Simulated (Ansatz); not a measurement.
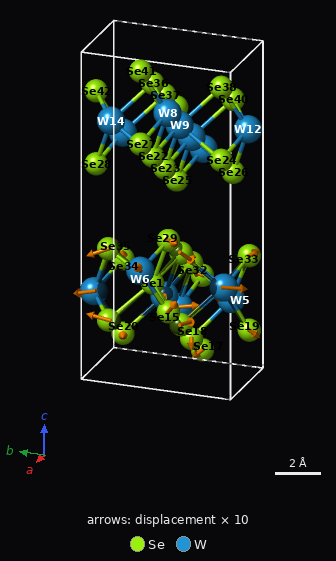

A relaxation of a defect cell of composition W$_{13}$Se$_{29}$. The starting structure is drawn faded, the final one solid; orange arrows show the displacements, magnified 10 times.

The picture is a ball-and-stick view of the cell of the calculation, seen from a free direction.

Case: Se on a W site (c), charge +0, atoms relaxed at the host's cell.

Computed with DFT PBE, scalar-relativistic, plane waves, PAW (Ansatz). (plane-wave cutoff 420 eV; k-point mesh 2 × 2 × 2; occupations gaussian; smearing width 0.01 eV; no spin polarisation; atoms relaxed in a fixed cell; force threshold 0.025 eV/Å; at most 45 steps)

What happened in the run?

Answer. The energy falls by 0.613 eV per cell of the calculation in 4 geometry steps. Largest force component: 1.2 eV/Å at the start, 0.0094 eV/Å at the end. The largest moves, 0.13 Å, are those of W atoms. By element the largest moves are W 0.13 Å, Se 0.12 Å. The cell stays as it was. Near-neighbour distances that change, for instance: W–W 3.321 → 3.130 Å, W–W 3.321 → 3.172 Å, Se–Se 2.548 → 2.613 Å, Se–W 2.548 → 2.528 Å. Bond angles that change, for instance: Se–W–Se 135.8° → 142.5°, Se–W–Se 135.8° → 141.1°, W–Se–W 81.3° → 76.2°. Cost: 3.4 min on 4 threads of Arm Neoverse V2, on a shared host, peak memory 6.2 GiB.
